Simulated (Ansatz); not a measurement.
# HfC5: what a guessed cell relaxes into, part 3 of 3

The task: take a trial cell of HfC5 to zero force and stress.

Ansatz 0.2.0; DFT PBE, scalar-relativistic, plane waves, PAW. Earlier steps stand in the parts before.

### 4 Final relaxation

The end of the coarse run is made exact in the group found at a tolerance of 0.06 Å and reduced to its primitive cell.

input.yaml reads:

```yaml
crystal:
  lattice:
    - [2.4637276402, 1.4224338163, 2.5785511524]
    - [-2.4637276402, 1.4224338163, 2.5785511524]
    - [0.0, -2.8448676325, 2.5785511524]
  atoms:
    - { symbol: Hf, position: [0.0, 0.0, 0.0] }
    - { symbol: C, position: [0.5, 0.5, 0.0] }
    - { symbol: C, position: [0.0, 0.5, 0.5] }
    - { symbol: C, position: [0.5, 0.0, 0.5] }
    - { symbol: C, position: [0.3263779867, 0.3263779867, 0.3263779867] }
    - { symbol: C, position: [0.6736220133, 0.6736220133, 0.6736220133] }
basis:
  ecutwfc: 420
kpoints:
  mp_grid: { grid: [12, 12, 12] }
hamiltonian:
  xc: pbe
scf:
  occupations: { method: gaussian, width: 0.1 }
output:
  forces: true
  stress: true
  eigenvalues: true
  write_density: true
  write_potential: true
  elf: true
  volumetric_format: npy
relax:
  adjacent_minimum: "off"
  f_tol: 0.01
  max_steps: 80
  cell: { stress_tol: 0.05 }
```

The run is started by

```
> ansatz run input.yaml --threads 1 --pin off --max-ram 2560MiB --backend cpu --events-out ev --progress --plain --runs-dir out
```

Output:

```text
Warning: RAYON_NUM_THREADS=1 ignored (pool sized by the plan → 1); use --threads N
[... 9 set-up lines as earlier in the session ...]
Crystal: 6 atoms, lattice volume = 54.219 Å³
Basis set: ecut = 420 eV, 1095 PW (Γ), exchange–correlation on 54×54×54 points (8 copies of the dense FFT grid, shifted against one another)
Bands: 29, of which v1, the nominal top of the filled ones, is band 23 counted from 1 (22 counted from 0)
[... 1 set-up line as earlier in the session ...]
Space group: R-3m (ITA 166), of the structure as read, at distance tolerance 3.8e-5 Å
k-points: 189 of 1728
[... 8 set-up lines as earlier in the session ...]
SCF iter   1: F=—  HF=-16970.161537 eV  |F-HF|=—  |Δ(HF+E_count)|=         —  Δρ=9.81e-3  dr2=3.20e-2  ethr=1.77e-3  ⟨swp⟩=5.3  Hψ=20247  notcnv=0
preconditioner: auto → Kerker (q_TF=auto, 2.655 Å⁻¹)  [metal: Δε(μ)=0.018 eV  Ē_g=15.777 eV  σ=0.100 eV  W_gap=0.10  n_scr=20 (ndim 8)  ℏωp=33.5 eV  f_vac=0.000  D(μ)=1.44/eV (n_scr^D=6)]
SCF iter   2: F=—  HF=-16970.157038 eV  |F-HF|=—  |Δ(HF+E_count)|=   4.50e-3  Δρ=5.46e-3  dr2=7.68e-3  ethr=6.96e-5  ⟨swp⟩=1.8  Hψ=8098  notcnv=0
SCF iter   3: F=—  HF=-16970.156715 eV  |F-HF|=—  |Δ(HF+E_count)|=   3.22e-4  Δρ=1.36e-3  dr2=9.88e-4  ethr=1.67e-5  ⟨swp⟩=2.2  Hψ=8880  notcnv=0  defer=3
SCF iter   4: F=—  HF=-16970.156127 eV  |F-HF|=—  |Δ(HF+E_count)|=   5.88e-4  Δρ=6.84e-4  dr2=3.03e-4  ethr=2.15e-6  ⟨swp⟩=2.0  Hψ=9582  notcnv=0  defer=3
SCF iter   5: F=—  HF=-16970.156125 eV  |F-HF|=—  |Δ(HF+E_count)|=   2.60e-6  Δρ=2.11e-4  dr2=2.90e-5  ethr=6.59e-7  ⟨swp⟩=2.7  Hψ=9243  notcnv=0  defer=3
SCF iter   6: F=—  HF=-16970.156149 eV  |F-HF|=—  |Δ(HF+E_count)|=   2.42e-5  Δρ=7.28e-5  dr2=2.94e-6  ethr=6.31e-8  ⟨swp⟩=2.0  Hψ=8169  notcnv=0  defer=3
SCF iter   7: F=—  HF=-16970.156149 eV  |F-HF|=—  |Δ(HF+E_count)|=   1.71e-7  Δρ=2.03e-5  dr2=2.92e-7  ethr=6.39e-9  ⟨swp⟩=2.0  Hψ=9452  notcnv=0  defer=3
SCF iter   8: F=-16970.156149 eV  HF=-16970.156149 eV  |F-HF|=1.34e-8  |Δ(HF+E_count)|=   9.08e-9  Δρ=5.59e-6  dr2=2.04e-8  ethr=2.17e-10  ⟨swp⟩=12.3  Hψ=37722  notcnv=0
SCF 1 converged in 8 iterations: F = -16970.156149 eV  dr2 = 2.04e-8
relax step   1: F+E_penalty+E_count = -16970.15614921 eV  Δ(F+E_penalty+E_count) = +0.000e0 eV  max|allowed force component| = 5.856e-2 eV/Å  Δτ_max = 0.0000 Å  P = -0.223 GPa  Ω = 54.219 Å³  (8 SCF iters, dr2 threshold 1.00e-7 eV, accepted)
Crystal: 6 atoms, lattice volume = 54.088 Å³
[... 2 set-up lines as earlier in the session ...]
iter 1 solved again at ethr=3.79e-6 eV; its pass at ethr=3.10e-3 eV (dr2=1.74e-3 eV) is discarded
SCF iter   1: F=—  HF=-16970.156088 eV  |F-HF|=—  |Δ(HF+E_count)|=         —  Δρ=1.85e-3  dr2=1.61e-3  ethr=3.79e-6  ⟨swp⟩=2.0  Hψ=24916  notcnv=0
preconditioner: auto → Kerker (q_TF=auto, 2.656 Å⁻¹)  [metal: Δε(μ)=0.012 eV  Ē_g=15.751 eV  σ=0.100 eV  W_gap=0.07  n_scr=20 (ndim 8)  ℏωp=33.5 eV  f_vac=0.000  D(μ)=1.42/eV (n_scr^D=6)]
SCF iter   2: F=—  HF=-16970.155768 eV  |F-HF|=—  |Δ(HF+E_count)|=   3.20e-4  Δρ=9.32e-4  dr2=3.70e-4  ethr=3.49e-6  ⟨swp⟩=1.4  Hψ=5607  notcnv=0
SCF iter   3: F=—  HF=-16970.155681 eV  |F-HF|=—  |Δ(HF+E_count)|=   8.67e-5  Δρ=2.32e-4  dr2=4.13e-5  ethr=8.04e-7  ⟨swp⟩=2.2  Hψ=8628  notcnv=0
SCF iter   4: F=—  HF=-16970.155668 eV  |F-HF|=—  |Δ(HF+E_count)|=   1.30e-5  Δρ=9.22e-5  dr2=4.20e-6  ethr=8.99e-8  ⟨swp⟩=2.0  Hψ=9601  notcnv=0
SCF iter   5: F=—  HF=-16970.155666 eV  |F-HF|=—  |Δ(HF+E_count)|=   1.95e-6  Δρ=5.56e-5  dr2=1.13e-6  ethr=1.30e-9  ⟨swp⟩=10.5  Hψ=49084  notcnv=0
SCF iter   6: F=-16970.155666 eV  HF=-16970.155666 eV  |F-HF|=3.53e-9  |Δ(HF+E_count)|=   2.80e-8  Δρ=8.60e-6  dr2=4.23e-8  ethr=1.30e-9  ⟨swp⟩=9.1  Hψ=36771  notcnv=0
SCF 2 converged in 6 iterations: F = -16970.155666 eV  dr2 = 4.23e-8
relax step   2: F+E_penalty+E_count = -16970.15566643 eV  Δ(F+E_penalty+E_count) = +4.828e-4 eV  max|allowed force component| = 1.406e-1 eV/Å  Δτ_max = 0.0119 Å  P = +0.231 GPa  Ω = 54.088 Å³  energy of the carried Pulay correction = +3.850e-4 eV  (6 SCF iters, dr2 threshold 6.00e-7 eV, rejected (line search))
Crystal: 6 atoms, lattice volume = 54.135 Å³
iter 1 solved again at ethr=1.56e-6 eV; its pass at ethr=3.10e-3 eV (dr2=7.17e-4 eV) is discarded
SCF iter   1: F=—  HF=-16970.156900 eV  |F-HF|=—  |Δ(HF+E_count)|=         —  Δρ=1.24e-3  dr2=6.60e-4  ethr=1.56e-6  ⟨swp⟩=2.0  Hψ=24715  notcnv=0
preconditioner: auto → Kerker (q_TF=auto, 2.655 Å⁻¹)  [metal: Δε(μ)=0.007 eV  Ē_g=15.747 eV  σ=0.100 eV  W_gap=0.04  n_scr=20 (ndim 8)  ℏωp=33.5 eV  f_vac=0.000  D(μ)=1.44/eV (n_scr^D=6)]
SCF iter   2: F=—  HF=-16970.156774 eV  |F-HF|=—  |Δ(HF+E_count)|=   1.26e-4  Δρ=6.30e-4  dr2=1.52e-4  ethr=1.44e-6  ⟨swp⟩=1.3  Hψ=5565  notcnv=0
SCF iter   3: F=—  HF=-16970.156734 eV  |F-HF|=—  |Δ(HF+E_count)|=   4.02e-5  Δρ=1.47e-4  dr2=1.49e-5  ethr=3.30e-7  ⟨swp⟩=2.1  Hψ=8516  notcnv=0
SCF iter   4: F=—  HF=-16970.156749 eV  |F-HF|=—  |Δ(HF+E_count)|=   1.47e-5  Δρ=5.49e-5  dr2=1.47e-6  ethr=3.24e-8  ⟨swp⟩=2.0  Hψ=9602  notcnv=0
SCF iter   5: F=—  HF=-16970.156747 eV  |F-HF|=—  |Δ(HF+E_count)|=   1.39e-6  Δρ=3.22e-5  dr2=3.80e-7  ethr=3.20e-9  ⟨swp⟩=2.0  Hψ=9543  notcnv=0
SCF iter   6: F=—  HF=-16970.156747 eV  |F-HF|=—  |Δ(HF+E_count)|=   1.70e-9  Δρ=5.48e-6  dr2=1.64e-8  ethr=8.27e-10  ⟨swp⟩=2.1  Hψ=9664  notcnv=0
SCF iter   7: F=—  HF=-16970.156747 eV  |F-HF|=—  |Δ(HF+E_count)|=   2.83e-9  Δρ=1.13e-6  dr2=8.11e-10  ethr=3.57e-11  ⟨swp⟩=2.5  Hψ=8466  notcnv=0
SCF iter   8: F=-16970.156747 eV  HF=-16970.156747 eV  |F-HF|=1.46e-11  |Δ(HF+E_count)|=  1.89e-10  Δρ=2.36e-7  dr2=3.38e-11  ethr=1.00e-12  ⟨swp⟩=5.0  Hψ=29401  notcnv=0
SCF 3 converged in 8 iterations: F = -16970.156747 eV  dr2 = 3.38e-11
relax step   3: F+E_penalty+E_count = -16970.15674723 eV  Δ(F+E_penalty+E_count) = -5.980e-4 eV  max|allowed force component| = 2.466e-3 eV/Å  Δτ_max = 0.0035 Å  P = -0.006 GPa  Ω = 54.135 Å³  energy of the carried Pulay correction = +2.466e-4 eV  (8 SCF iters, accepted)
Crystal: 6 atoms, lattice volume = 54.136 Å³
iter 1 solved again at ethr=1.91e-8 eV; its pass at ethr=3.10e-3 eV (dr2=8.78e-6 eV) is discarded
SCF iter   1: F=—  HF=-16970.156735 eV  |F-HF|=—  |Δ(HF+E_count)|=         —  Δρ=1.20e-4  dr2=9.55e-6  ethr=1.91e-8  ⟨swp⟩=2.9  Hψ=29134  notcnv=0
preconditioner: auto → Kerker (q_TF=auto, 2.655 Å⁻¹)  [metal: Δε(μ)=0.006 eV  Ē_g=15.747 eV  σ=0.100 eV  W_gap=0.03  n_scr=20 (ndim 8)  ℏωp=33.5 eV  f_vac=0.000  D(μ)=1.43/eV (n_scr^D=6)]
SCF iter   2: F=—  HF=-16970.156751 eV  |F-HF|=—  |Δ(HF+E_count)|=   1.56e-5  Δρ=5.49e-5  dr2=1.51e-6  ethr=1.91e-8  ⟨swp⟩=2.1  Hψ=6481  notcnv=0
SCF iter   3: F=—  HF=-16970.156750 eV  |F-HF|=—  |Δ(HF+E_count)|=   4.69e-7  Δρ=2.00e-5  dr2=2.19e-7  ethr=3.28e-9  ⟨swp⟩=2.0  Hψ=8213  notcnv=0
SCF iter   4: F=—  HF=-16970.156750 eV  |F-HF|=—  |Δ(HF+E_count)|=   7.88e-8  Δρ=8.09e-6  dr2=4.43e-8  ethr=8.89e-11  ⟨swp⟩=8.6  Hψ=35487  notcnv=0
SCF iter   5: F=-16970.156750 eV  HF=-16970.156750 eV  |F-HF|=2.33e-9  |Δ(HF+E_count)|=   1.85e-8  Δρ=3.09e-6  dr2=5.51e-9  ethr=8.89e-11  ⟨swp⟩=8.5  Hψ=34086  notcnv=0
SCF 4 converged in 5 iterations: F = -16970.156750 eV  dr2 = 5.51e-9
relax step   4: F+E_penalty+E_count = -16970.15674994 eV  Δ(F+E_penalty+E_count) = -2.709e-6 eV  max|allowed force component| = 1.833e-3 eV/Å  Δτ_max = 0.0001 Å  P = -0.101 GPa  Ω = 54.136 Å³  energy of the carried Pulay correction = +2.426e-4 eV  (5 SCF iters, dr2 threshold 4.09e-8 eV, accepted)
Crystal: 6 atoms, lattice volume = 54.113 Å³
iter 1 solved again at ethr=1.08e-8 eV; its pass at ethr=3.10e-3 eV (dr2=4.96e-6 eV) is discarded
SCF iter   1: F=—  HF=-16970.156809 eV  |F-HF|=—  |Δ(HF+E_count)|=         —  Δρ=8.50e-5  dr2=4.68e-6  ethr=1.08e-8  ⟨swp⟩=2.0  Hψ=27460  notcnv=0
preconditioner: auto → Kerker (q_TF=auto, 2.655 Å⁻¹)  [metal: Δε(μ)=0.007 eV  Ē_g=15.749 eV  σ=0.100 eV  W_gap=0.04  n_scr=20 (ndim 8)  ℏωp=33.5 eV  f_vac=0.000  D(μ)=1.42/eV (n_scr^D=6)]
SCF iter   2: F=—  HF=-16970.156825 eV  |F-HF|=—  |Δ(HF+E_count)|=   1.63e-5  Δρ=4.35e-5  dr2=1.12e-6  ethr=1.02e-8  ⟨swp⟩=1.8  Hψ=5767  notcnv=0
SCF iter   3: F=—  HF=-16970.156825 eV  |F-HF|=—  |Δ(HF+E_count)|=   3.48e-7  Δρ=1.12e-5  dr2=7.82e-8  ethr=2.43e-9  ⟨swp⟩=2.0  Hψ=9010  notcnv=0
SCF iter   4: F=-16970.156825 eV  HF=-16970.156825 eV  |F-HF|=4.78e-8  |Δ(HF+E_count)|=   1.94e-8  Δρ=6.35e-6  dr2=3.39e-8  ethr=8.23e-11  ⟨swp⟩=8.3  Hψ=34713  notcnv=0
SCF 5 converged in 4 iterations: F = -16970.156825 eV  dr2 = 3.39e-8
relax step   5: F+E_penalty+E_count = -16970.15682494 eV  Δ(F+E_penalty+E_count) = -7.501e-5 eV  max|allowed force component| = 3.026e-4 eV/Å  Δτ_max = 0.0002 Å  P = -0.001 GPa  Ω = 54.113 Å³  energy of the carried Pulay correction = +3.107e-4 eV  (4 SCF iters, dr2 threshold 3.79e-8 eV, accepted)
[... 1 set-up line as earlier in the session ...]
iter 1 solved again at ethr=6.42e-8 eV; its pass at ethr=3.10e-3 eV (dr2=2.96e-5 eV) is discarded
SCF iter   1: F=—  HF=-16970.156496 eV  |F-HF|=—  |Δ(HF+E_count)|=         —  Δρ=1.42e-5  dr2=5.06e-8  ethr=6.42e-8  ⟨swp⟩=4.0  Hψ=35957  notcnv=0
preconditioner: auto → Kerker (q_TF=auto, 2.655 Å⁻¹)  [metal: Δε(μ)=0.006 eV  Ē_g=15.749 eV  σ=0.100 eV  W_gap=0.04  n_scr=20 (ndim 8)  ℏωp=33.5 eV  f_vac=0.000  D(μ)=1.42/eV (n_scr^D=6)]
SCF iter   2: F=—  HF=-16970.156514 eV  |F-HF|=—  |Δ(HF+E_count)|=   1.89e-5  Δρ=8.03e-6  dr2=1.24e-8  ethr=1.10e-10  ⟨swp⟩=2.1  Hψ=9880  notcnv=0
SCF iter   3: F=—  HF=-16970.156514 eV  |F-HF|=—  |Δ(HF+E_count)|=   7.04e-9  Δρ=5.08e-6  dr2=6.51e-9  ethr=2.69e-11  ⟨swp⟩=2.2  Hψ=7791  notcnv=0
SCF iter   4: F=—  HF=-16970.156514 eV  |F-HF|=—  |Δ(HF+E_count)|=   4.70e-9  Δρ=2.17e-6  dr2=1.41e-9  ethr=1.41e-11  ⟨swp⟩=2.0  Hψ=6653  notcnv=0
SCF iter   5: F=—  HF=-16970.156514 eV  |F-HF|=—  |Δ(HF+E_count)|=  9.90e-10  Δρ=4.53e-7  dr2=9.32e-11  ethr=3.06e-12  ⟨swp⟩=2.0  Hψ=8741  notcnv=0
SCF iter   6: F=-16970.156514 eV  HF=-16970.156514 eV  |F-HF|=3.64e-12  |Δ(HF+E_count)|=  3.64e-11  Δρ=1.08e-7  dr2=6.40e-12  ethr=1.00e-12  ⟨swp⟩=6.0  Hψ=24881  notcnv=0
SCF 6 converged in 6 iterations: F = -16970.156514 eV  dr2 = 6.40e-12
relax step   6: F+E_penalty+E_count = -16970.15651442 eV  Δ(F+E_penalty+E_count) = +3.105e-4 eV  max|allowed force component| = 2.667e-4 eV/Å  Δτ_max = 0.0000 Å  P = -0.011 GPa  Ω = 54.113 Å³  stress off target by 3.95e-2 GPa  SCF on the basis re-selected at this cell (its energy is not comparable with the rows above)  (6 SCF iters)
basis re-selected at this cell: Δ(F+E_penalty+E_count) = +3.105e-4 eV, ΔP = -0.009 GPa vs the last step (what re-selecting the basis moved, of the pressure what is left beyond the Pulay correction that the steps carried, after the strain that the cell walked since its last selection, with what the two solves' SCF thresholds leave and, on support functions, any second-order correction that the steps lacked; it is no measure of the basis error at this ecutwfc). This SCF's stress stands 3.95e-2 GPa from its target on what of the cell is left free (relax.cell.stress_tol is 5.00e-2 GPa) and its largest allowed force component is 2.67e-4 eV/Å (relax.f_tol is 1.00e-2 eV/Å): within both
SCF converged after 6 iterations
Free energy (F): -16970.156514 eV
Harris-Foulkes:  -16970.156514 eV  (|F-HF|=3.64e-12)
Internal energy: -16970.149396 eV  (E = F + TS)
E sigma→0 (E₀):  -16970.152955 eV
Entropy (-TS):   -0.007119 eV (-1.186 meV/atom)
Fermi energy:    15.441497 eV
--- Per-component energies (eV) ---
  E_band       = 19.216520
  E_kinetic    = 875.173927
  E_local      = -6209.321570  (includes V_loc(G=0)·N_el)
  E_nonlocal   = -1110.141992
  E_hartree    = 2815.198004
  E_xc         = -538.952461
  E_vxc        = -562.521766  (∫ρ·V_xc dr)
  E_paw        = -7421.129445  (= ΣΔE_a)
  E_vpaw       = 1395.631904  (= ΣTr[D̂ρ^β])
  E_aug_tail   = 0.000034  (compensation charges beyond the density's cutoff)
  E_ewald      = -5380.975892
  E_smearing   = -0.007119  (= −TS)
  E_closure    = -0.000000  (closes the sum)
  Σ components = -16970.156514   (vs F -16970.156514, Δ=0.00e0)
--- Forces (eV/Å), atoms counted from 1 ---
  atom   1  Hf    -0.00000000     0.00000000     0.00000000
  atom   2  C     -0.00000000     0.00000000    -0.00000000
  atom   3  C     -0.00000000     0.00000000     0.00000000
  atom   4  C      0.00000000     0.00000000     0.00000000
  atom   5  C      0.00000000    -0.00000000    -0.00026674
  atom   6  C      0.00000000     0.00000000     0.00026674
  max |Σ_I F_I| component: 5.42e-20 eV/Å
--- Stress (GPa, compression-positive) ---
       -0.035530       0.000000      -0.000000
        0.000000      -0.035530       0.000000
       -0.000000       0.000000       0.039540
  P = ⅓ Tr σ = -0.0105 GPa (-0.105 kbar)
--- Band table (eV; the first three rows and the last of 189) ---
  k-point 0: bands = ["-47.5062", "-16.3407", "-16.0610", "-16.0610", "-3.6073", "0.4357", "2.4674", "2.4674", "2.4741", "2.5374", "2.5374", "2.6213", "2.6733", "2.8459", "2.8459", "6.4038", "6.4038", "10.5733", "10.9289", "12.7328", "12.7328", "15.3427", "15.3427", "15.3676", "15.3676", "15.5584", "16.5659", "17.9685", "17.9685"]
  k-point 1: bands = ["-47.5061", "-16.3425", "-16.0645", "-16.0606", "-3.5547", "0.3177", "2.4555", "2.4650", "2.4716", "2.5369", "2.5378", "2.6106", "2.6450", "2.8867", "2.9877", "6.3386", "6.4187", "10.5008", "10.7440", "12.5911", "12.9718", "14.8149", "15.1241", "15.4930", "15.8402", "15.9777", "16.1002", "18.0560", "18.3900"]
  k-point 2: bands = ["-47.5058", "-16.3480", "-16.0738", "-16.0597", "-3.4006", "0.0165", "2.4263", "2.4611", "2.4712", "2.5360", "2.5387", "2.5967", "2.6270", "2.9805", "3.2647", "6.1877", "6.4597", "10.2664", "10.4490", "12.2623", "13.2941", "14.3373", "15.0133", "15.2648", "15.8529", "16.2977", "16.8065", "18.3255", "18.7231"]
  k-point 188: bands = ["-47.5020", "-16.4205", "-16.1048", "-16.1048", "-2.3431", "-0.0586", "2.1961", "2.1961", "2.4757", "2.4812", "2.4812", "2.5385", "2.5385", "2.6264", "2.6659", "6.2050", "6.2050", "6.4768", "12.4143", "13.6848", "13.6848", "16.2093", "16.2093", "17.4694", "17.4753", "17.6314", "17.6314", "18.5412", "18.5412"]
--- Relaxed structure (5 steps of the walk, 4 accepted, 1 SCFs on fresh bases) ---
  F+E_penalty+E_count = -16970.15651442 eV   max|allowed force component| = 2.667e-4 eV/Å   (the final SCF, on the basis selected at the relaxed cell)
  cell:  # Å, volume = 54.1132 Å³
    - [2.463689285054762, 1.422411671942598, 2.573598015479071]
    - [-2.463689285054762, 1.422411671942598, 2.573598015479071]
    - [1.31928729691991e-35, -2.844823343835293, 2.5735980155066525]
  atoms:
    - { symbol: Hf, position: [1.1679708965703174e-21, 1.167970896570314e-21, 1.1679708966023971e-21] }
    - { symbol: C, position: [0.5, 0.5, 1.1102230246251565e-16] }
    - { symbol: C, position: [5.551115123125783e-17, 0.5, 0.5] }
    - { symbol: C, position: [0.5, 5.551115123125783e-17, 0.5] }
    - { symbol: C, position: [0.32595261100986705, 0.32595261100986705, 0.325952611009867] }
    - { symbol: C, position: [0.674047388990133, 0.674047388990133, 0.6740473889901328] }
```

Run time: 2.4 min. Hardware: 1 thread of AMD EPYC 7R43 (Zen 3), shared host; peak memory 0.55 GiB.

Relaxation path:

```csv
step,E - E(step 1) (eV/cell),largest force component (eV/Å),pressure (GPa),volume (Å³)
1,0.0000,0.0586,-0.22,54.22
2,0.0005,0.1406,0.23,54.09
3,-0.0006,0.0025,-0.01,54.14
4,-0.0006,0.0018,-0.10,54.14
5,-0.0007,0.0003,0.00,54.11
6,-0.0004,0.0003,-0.01,54.11
```

Step 1 is the start. Step 6 repeats the geometry before it on a plane-wave basis chosen anew for that cell, so its energy need not be comparable with the rows above. Step 2 was tried and not accepted.

Lengths and angles in the start's conventional setting:

|  | before | after | change |
| --- | --- | --- | --- |
| a (Å) | 4.927 | 4.927 | 0.0 % |
| b (Å) | 4.927 | 4.927 | 0.0 % |
| c (Å) | 7.736 | 7.721 | -0.2 % |
| volume (Å³/atom) | 9.04 | 9.02 | -0.2 % |
| shortest distance (Å) | 1.423 | 1.424 | 0.0 % |
| space group (0.01 Å) | R-3m | R-3m | same |

The run keeps the 12 symmetry operations of the start, so it could not have lowered the symmetry.

The maps below are laid out on this run's own conventional cell (a, b, c = 4.927, 4.927, 7.721 Å).

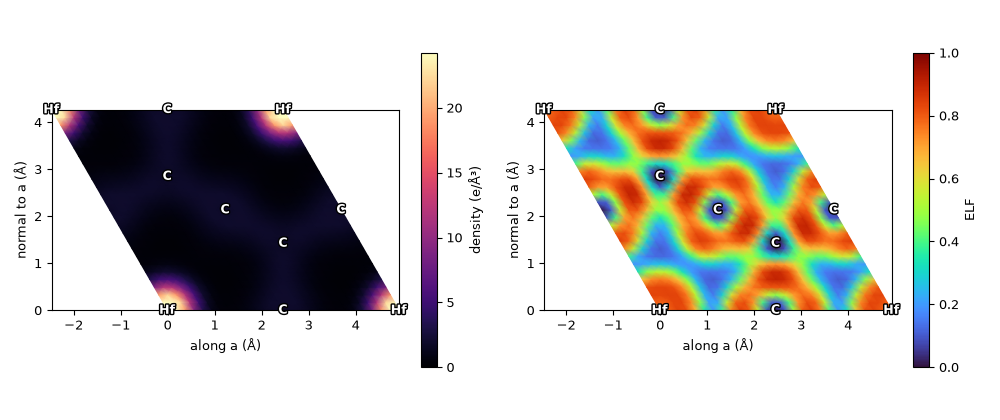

Density (left) and ELF (right) in a lattice plane of the grid's cell (edges 4.93 and 4.93 Å, at 0.000 of the third edge), which holds Hf and C. Only atoms in the plane are labelled; the density scale stops at 24.24 e/Å³. Both are smooth fields of the valence electrons: close to the nuclei they are not physical.

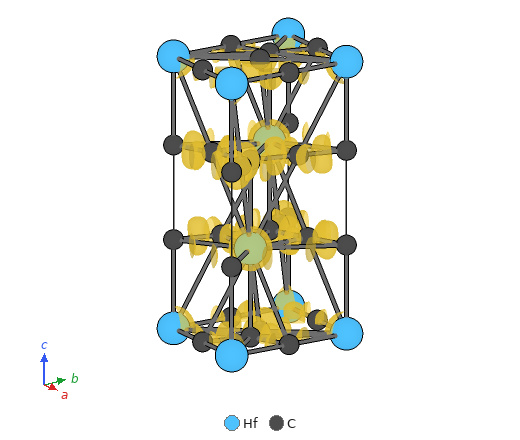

Surface of ELF = 0.79, drawn in one cell.

Outside the cores ELF peaks at 0.90 on the C–C line, 0.7 Å from C; 0.85 beside C, off the lines to its neighbours, 0.8 Å from C.

### 5 Variant: mp_grid.grid [6, 6, 6], scf.algorithm density_mixing

input.yaml, as its differences from that of step 4:

```diff
@@ -15,3 +15,3 @@
 kpoints:
-  mp_grid: { grid: [12, 12, 12] }
+  mp_grid: { grid: [6, 6, 6] }
 hamiltonian:
@@ -20,10 +20,7 @@
   occupations: { method: gaussian, width: 0.1 }
+  algorithm: density_mixing
 output:
   forces: true
+  eigenvalues: true
   stress: true
-  eigenvalues: true
-  write_density: true
-  write_potential: true
-  elf: true
-  volumetric_format: npy
 relax:
```

The run is started by

```
> ansatz run input.yaml --threads 1 --pin off --max-ram 2560MiB --backend cpu --events-out ev --progress --plain --runs-dir out
```

Output (excerpt; [...] marks lines left out):

```text
Warning: RAYON_NUM_THREADS=1 ignored (pool sized by the plan → 1); use --threads N
[...]
[... 4 set-up lines as earlier in the session ...]
[...]
Crystal: 6 atoms, lattice volume = 54.219 Å³
[...]
    - [-7.117951183971605e-34, -2.8448709457214325, 2.57498451289989]
  atoms:
    - { symbol: Hf, position: [2.9199272414354136e-21, 2.919927241435419e-21, 2.919927241486735e-21] }
    - { symbol: C, position: [0.5, 0.5, 0.0] }
    - { symbol: C, position: [5.551115123125783e-17, 0.5, 0.5] }
    - { symbol: C, position: [0.5, 5.551115123125783e-17, 0.5] }
    - { symbol: C, position: [0.3264680059210044, 0.3264680059210044, 0.32646800592100433] }
    - { symbol: C, position: [0.6735319940789957, 0.6735319940789957, 0.6735319940789956] }
```

Wall time 18 s (1 thread of AMD EPYC 7R43 (Zen 3), shared host); peak memory 0.41 GiB.

| run | ending | energy change | pressure (GPa) | gap (eV) | force (eV/Å) | cycles | time |
| --- | --- | --- | --- | --- | --- | --- | --- |
| step 4 | converged | 0 | 0.0 | 0.00 | 0.00 | - | 2.4 min |
| variant | converged | +1.4 meV/atom | 0.0 | 0.00 | 0.00 | - | 18 s |

Changing the k-point mesh and solver moves the energy by +1.4 meV/atom. The energy is not variational in the mesh, so the sign tells nothing. Of the settings changed, the mesh is the one that moves energies this far.

### 6 Outcome

What follows sums up all 3 parts. Changes of volume or cell count from the first structure of part 1.

```
                              quantity                                                                       value
symmetry at the end (tolerance 0.05 Å)                                                  space group R-3m (No. 166)
                     conventional cell  a = 4.927 Å, b = 4.927 Å, c = 7.721 Å, α = 90.00°, β = 90.00°, γ = 120.00°
                                volume                                                                9.02 Å³/atom
              energy over the elements                                                               +0.99 eV/atom
                       gap on the mesh                                                                none (metal)
```

What this shows: The space group R-3m (No. 166) is kept, and the volume per atom shrinks by 35.5 % from the first guess. With a positive formation energy it can't be a ground state. No finished test with a distortion of lower symmetry is shown, so the end may be a saddle point. The runs treat Hf without spin-orbit coupling.
